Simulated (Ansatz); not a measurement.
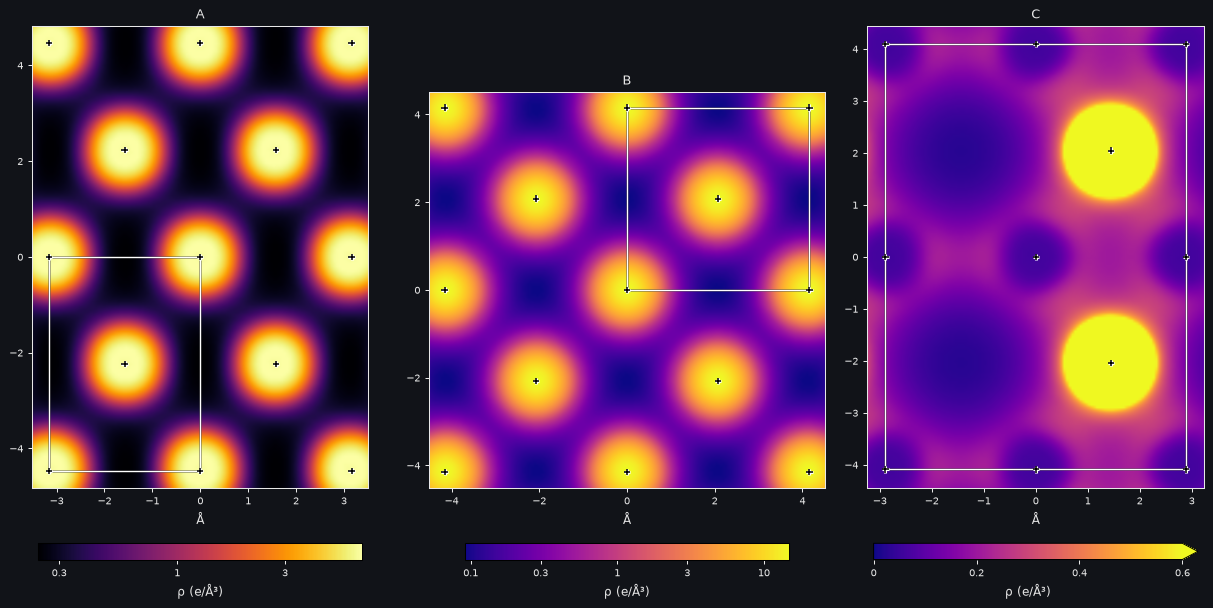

The valence pseudo-density of 3 systems, each on a plane through atoms (crosses mark nuclei in the plane).

The calculation used DFT PBE, scalar-relativistic, plane waves, PAW in Ansatz 0.2.0.

System 1: Mo, the (11̄0) plane of the conventional cell. Space group Im-3m; computed without spin polarisation.

```xyz
2
Lattice="3.1604 0.0000 0.0000 0.0000 3.1604 0.0000 0.0000 0.0000 3.1604" Properties=species:S:1:pos:R:3 pbc="T T T"
Mo    0.0000    0.0000    0.0000
Mo    1.5802    1.5802    1.5802
```

System 2: Al₂Cu, the (110) plane of the conventional cell. Space group Fm-3m; a structure from a database of computed crystals, not necessarily the ambient phase; computed without spin polarisation.

```
CELL_PARAMETERS angstrom
4.08926 4.08926 0.00000
-4.08926 4.08926 0.00000
0.00000 0.00000 5.78246
ATOMIC_POSITIONS crystal
Al 0.25000 0.25000 0.25000
Al 0.25000 0.75000 0.75000
Al 0.75000 0.75000 0.25000
Al 0.75000 0.25000 0.75000
Al 0.25000 0.75000 0.25000
Al 0.25000 0.25000 0.75000
Al 0.75000 0.25000 0.25000
Al 0.75000 0.75000 0.75000
Cu 0.00000 0.50000 0.00000
Cu 0.00000 0.00000 0.50000
Cu 0.50000 0.00000 0.00000
Cu 0.50000 0.50000 0.50000
```

System 3: Au, the (010) plane of the conventional cell. Space group Fm-3m; computed without spin polarisation.

```
Au
1.0
     4.15811    0.00000    0.00000
     0.00000    4.15811    0.00000
     0.00000    0.00000    4.15811
Au
4
Direct
  0.00000 0.00000 0.00000
  0.50000 0.50000 0.00000
  0.50000 0.00000 0.50000
  0.00000 0.50000 0.50000
```

Match each panel to its system.

Panel A is system 1, Mo: the plane holds Mo. Mo–Mo (2.74 Å): ρ is about 0.37 e/Å³ halfway. Panel B is system 3, Au: the plane holds Au. Au–Au (2.94 Å): ρ at the midpoint is about 0.25 e/Å³. Panel C is system 2, Al₂Cu: the plane holds Al and Cu. Al–Cu (2.50 Å): ρ is about 0.31 e/Å³ halfway.
